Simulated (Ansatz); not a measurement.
**GaN: a changed input and its effect**

System: GaN (Cmc2₁, 4 atoms in the cell).
Method of run 1: DFT PBE, scalar-relativistic, plane waves, PAW, no spin polarisation (Ansatz 0.2.0).

The structure derives from an entry of the Crystallography Open Database. Text and figures count atoms from 1; the logs count them from 0 in places.

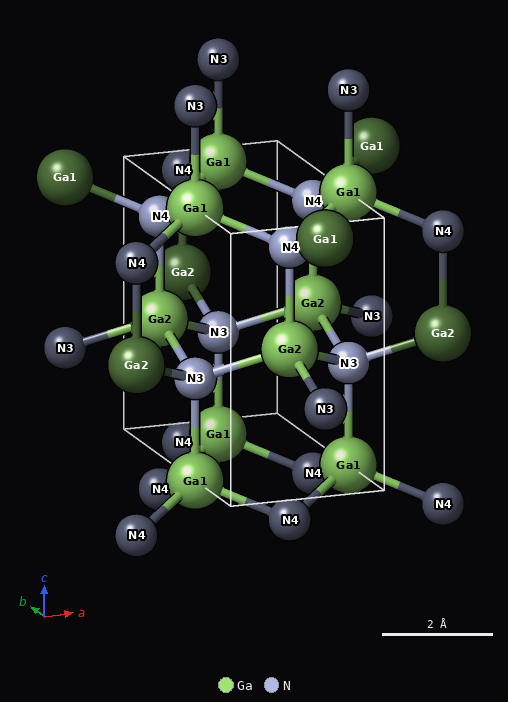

Figure 1. The structure (ball-and-stick view of the cell 2 times as large as that of the calculation, set on its symmetry axes, seen slightly off an axis; neighbours outside the cell are drawn fainter; atoms are numbered from 1 in the order of the input). An atom can appear more than once, as a periodic image. Near neighbours in the periodic cell (some may lie outside the picture): Ga has 4 N at 1.87 to 1.95 Å; N has 4 Ga at 1.87 to 1.95 Å.

### Input, run 1
```yaml
crystal:
  lattice:
    - [2.9891996809, 0.0, 0.0]
    - [-1.4945998405, 2.75396049, 0.0]
    - [0.0, 0.0, 5.166]
  atoms:
    - { symbol: Ga, position: [0.3333333333, 0.6666666667, 0.0] }
    - { symbol: Ga, position: [0.6666666667, 0.3333333333, 0.5] }
    - { symbol: "N", position: [0.3333333333, 0.6666666667, 0.375] }
    - { symbol: "N", position: [0.6666666667, 0.3333333333, 0.875] }
basis:
  ecutwfc: 420
kpoints:
  mp_grid: { grid: [12, 12, 6] }
hamiltonian:
  xc: pbe
scf:
  occupations: { method: gaussian, width: 0.05 }
output:
  forces: true
  stress: true
  eigenvalues: true
```

Launched with:
```bash
ansatz run input.yaml --threads 1 --pin off --max-ram 2560MiB --backend cpu --events-out ev --progress --plain --runs-dir out
```

Hardware: 1 thread of Intel Xeon (Sapphire Rapids), 32 GiB of memory available, shared host.

### Output, shortened to warnings, some set-up lines, iterations and results (run 1)
```
Basis set: ecut = 420 eV, 821 PW (Γ), exchange–correlation on 40×48×72 points (8 copies of the dense FFT grid, shifted against one another)
Symmetry: 4 space group operations
k-points: 172 of 864 (time reversal used)
Initial density: superposition of atomic densities (neutral atoms: chi_scale 0, normalization atom), corrected by the library's trained network
[...]
SCF iter   1: F=—  HF=-8335.435827 eV  |F-HF|=—  |Δ(HF+E_count)|=         —  Δρ=1.14e-3  dr2=2.20e-4  ethr=1.77e-3  ⟨swp⟩=5.3  Hψ=15516  notcnv=0
SCF iter   2: F=—  HF=-8335.436372 eV  |F-HF|=—  |Δ(HF+E_count)|=   5.45e-4  Δρ=5.19e-4  dr2=3.86e-5  ethr=6.12e-7  ⟨swp⟩=2.2  Hψ=8297  notcnv=0
SCF iter   3: F=—  HF=-8335.436485 eV  |F-HF|=—  |Δ(HF+E_count)|=   1.13e-4  Δρ=1.56e-4  dr2=4.55e-6  ethr=1.07e-7  ⟨swp⟩=2.0  Hψ=6877  notcnv=0
SCF iter   4: F=—  HF=-8335.436489 eV  |F-HF|=—  |Δ(HF+E_count)|=   4.07e-6  Δρ=4.11e-5  dr2=3.49e-7  ethr=1.26e-8  ⟨swp⟩=2.0  Hψ=6880  notcnv=0
SCF iter   5: F=-8335.436489 eV  HF=-8335.436489 eV  |F-HF|=5.86e-8  |Δ(HF+E_count)|=   6.91e-7  Δρ=1.03e-5  dr2=2.06e-8  ethr=9.70e-10  ⟨swp⟩=2.1  Hψ=6586  notcnv=0
SCF iter   6: F=-8335.436489 eV  HF=-8335.436489 eV  |F-HF|=2.22e-9  |Δ(HF+E_count)|=   6.29e-8  Δρ=2.40e-6  dr2=1.22e-9  ethr=5.71e-11  ⟨swp⟩=1.7  Hψ=11632  notcnv=0
SCF 1 converged in 6 iterations: F = -8335.436489 eV  dr2 = 1.22e-9
SCF converged after 6 iterations
Free energy (F): -8335.436489 eV
Harris-Foulkes:  -8335.436489 eV  (|F-HF|=2.22e-9)
Internal energy: -8335.436489 eV  (E = F + TS)
E sigma→0 (E₀):  -8335.436489 eV
Fermi energy:    12.075678 eV
--- Per-component energies (eV) ---
  E_band       = 25.511895
  E_kinetic    = 500.901489
  E_local      = -3792.246853  (includes V_loc(G=0)·N_el)
  E_nonlocal   = 949.275454
  E_hartree    = 1756.136262
  E_xc         = -260.003828
  E_vxc        = -271.466879  (∫ρ·V_xc dr)
  E_paw        = -4240.167564  (= ΣΔE_a)
  E_vpaw       = -873.223185  (= ΣTr[D̂ρ^β])
  E_aug_tail   = -0.000040  (compensation charges beyond the density's cutoff)
  E_ewald      = -3249.331409
  E_smearing   = -0.000000  (= −TS)
  E_closure    = 0.000000  (closes the sum)
  Σ components = -8335.436489   (vs F -8335.436489, Δ=0.00e0)
--- Forces (eV/Å), atoms counted from 1 ---
  atom   1  Ga    -0.00000000     0.72251801     0.35422931
  atom   2  Ga     0.00000000    -0.72251801     0.35422931
  atom   3  N     -0.00000000     0.80089107    -0.35424278
  atom   4  N      0.00000000    -0.80089107    -0.35424278
  max |Σ_I F_I| component: 2.69e-5 eV/Å
--- Stress (GPa, compression-positive) ---
       38.113496       0.000000      -0.000000
        0.000000      14.970517       0.000000
        0.000000       0.000000      13.901054
  P = ⅓ Tr σ = 22.3284 GPa (223.284 kbar)
```

The input of run 2 differs as follows (lines with − go, lines with + come):
```diff
-    - [2.9891996809, 0.0, 0.0]
-    - [-1.4945998405, 2.75396049, 0.0]
+    - [3.2276996554, 0.0, 0.0]
+    - [-1.6138498277, 2.75396049, 0.0]
+  write_density: true
+  write_potential: true
+  elf: true
+  volumetric_format: npy
```

Predict how the results change.

With the same functional and potentials, run 2 lies 93.7 meV per atom lower. The gap on the mesh goes from 2.06 to 1.85 eV. The pressure goes from 22.33 to 4.43 GPa. The largest force goes from 0.876 to 0.254 eV/Å. The volume per atom goes from 10.63 to 11.48 Å³. The number of SCF iterations is the same. The plane waves at Γ go from 821 to 917. On the same kind of shared host run 2 took about 1.5 times as long.

### Output, shortened to warnings, some set-up lines, iterations and results (run 2)
```
Basis set: ecut = 420 eV, 917 PW (Γ), exchange–correlation on 48×48×72 points (8 copies of the dense FFT grid, shifted against one another)
Symmetry: 4 space group operations
k-points: 172 of 864 (time reversal used)
Initial density: superposition of atomic densities (neutral atoms: chi_scale 0, normalization atom), corrected by the library's trained network
[...]
SCF iter   1: F=—  HF=-8335.810672 eV  |F-HF|=—  |Δ(HF+E_count)|=         —  Δρ=8.68e-4  dr2=1.99e-4  ethr=1.77e-3  ⟨swp⟩=4.9  Hψ=14944  notcnv=0
SCF iter   2: F=—  HF=-8335.811238 eV  |F-HF|=—  |Δ(HF+E_count)|=   5.66e-4  Δρ=4.11e-4  dr2=2.76e-5  ethr=5.53e-7  ⟨swp⟩=2.1  Hψ=8264  notcnv=0
SCF iter   3: F=—  HF=-8335.811345 eV  |F-HF|=—  |Δ(HF+E_count)|=   1.07e-4  Δρ=1.86e-4  dr2=6.86e-6  ethr=7.66e-8  ⟨swp⟩=2.0  Hψ=6599  notcnv=0
SCF iter   4: F=—  HF=-8335.811372 eV  |F-HF|=—  |Δ(HF+E_count)|=   2.70e-5  Δρ=5.67e-5  dr2=1.04e-6  ethr=1.91e-8  ⟨swp⟩=2.0  Hψ=6834  notcnv=0
SCF iter   5: F=—  HF=-8335.811375 eV  |F-HF|=—  |Δ(HF+E_count)|=   2.73e-6  Δρ=1.97e-5  dr2=1.07e-7  ethr=2.88e-9  ⟨swp⟩=2.0  Hψ=6875  notcnv=0
SCF iter   6: F=-8335.811375 eV  HF=-8335.811375 eV  |F-HF|=3.07e-9  |Δ(HF+E_count)|=   2.50e-7  Δρ=4.73e-6  dr2=9.19e-9  ethr=2.78e-10  ⟨swp⟩=8.2  Hψ=24238  notcnv=0
SCF 1 converged in 6 iterations: F = -8335.811375 eV  dr2 = 9.19e-9
SCF converged after 6 iterations
Free energy (F): -8335.811375 eV
Harris-Foulkes:  -8335.811375 eV  (|F-HF|=3.07e-9)
Internal energy: -8335.811375 eV  (E = F + TS)
E sigma→0 (E₀):  -8335.811375 eV
Fermi energy:    10.571597 eV
--- Per-component energies (eV) ---
  E_band       = -12.590221
  E_kinetic    = 494.177469
  E_local      = -3913.031966  (includes V_loc(G=0)·N_el)
  E_nonlocal   = 948.822468
  E_hartree    = 1800.324441
  E_xc         = -257.528169
  E_vxc        = -268.192353  (∫ρ·V_xc dr)
  E_paw        = -4240.849603  (= ΣΔE_a)
  E_vpaw       = -875.014676  (= ΣTr[D̂ρ^β])
  E_aug_tail   = 0.000093  (compensation charges beyond the density's cutoff)
  E_ewald      = -3167.726108
  E_smearing   = -0.000000  (= −TS)
  E_closure    = -0.000000  (closes the sum)
  Σ components = -8335.811375   (vs F -8335.811375, Δ=0.00e0)
--- Forces (eV/Å), atoms counted from 1 ---
  atom   1  Ga     0.00000000    -0.11543863    -0.21420319
  atom   2  Ga     0.00000000     0.11543863    -0.21420319
  atom   3  N     -0.00000000    -0.13678353     0.21419246
  atom   4  N      0.00000000     0.13678353     0.21419246
  max |Σ_I F_I| component: 2.14e-5 eV/Å
--- Stress (GPa, compression-positive) ---
        0.600733       0.000000       0.000000
        0.000000       5.004843       0.000000
        0.000000       0.000000       7.687616
  P = ⅓ Tr σ = 4.4311 GPa (44.311 kbar)
```

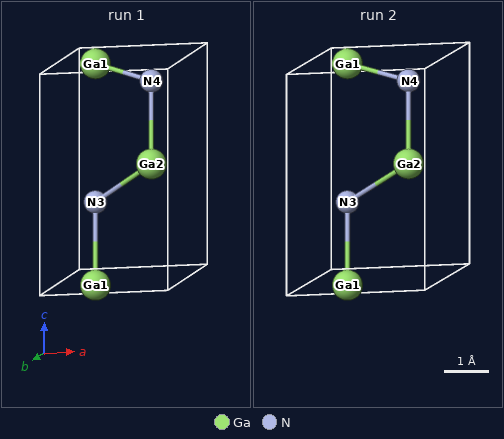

Figure 2. The two input geometries at one scale (ball-and-stick view of the cell of the calculation, seen at an oblique angle). No atom moves by more than 0.005 Å relative to the cell. The volume changes by +8.0 %, with a 2.989 → 3.228 Å (+8.0 %), b 3.133 → 3.192 Å (+1.9 %), c stays at 5.166 Å, γ 118.5° → 120.4°. Among the contacts that change: Ga1–N4 1.869 → 1.966 Å.

### The two runs side by side

```csv
quantity,run 1,run 2
outcome,converged,converged
free energy per atom (eV),−2083.8591,−2083.9528
gap on the mesh (eV),2.06,1.85
pressure (GPa),22.33,4.43
volume per atom (Å³),10.63,11.48
largest force (eV/Å),0.876,0.254
SCF iterations,6,6
irreducible k-points,172,172
plane waves at Γ,821,917
wall time (shared host),7.9 s,12 s
```
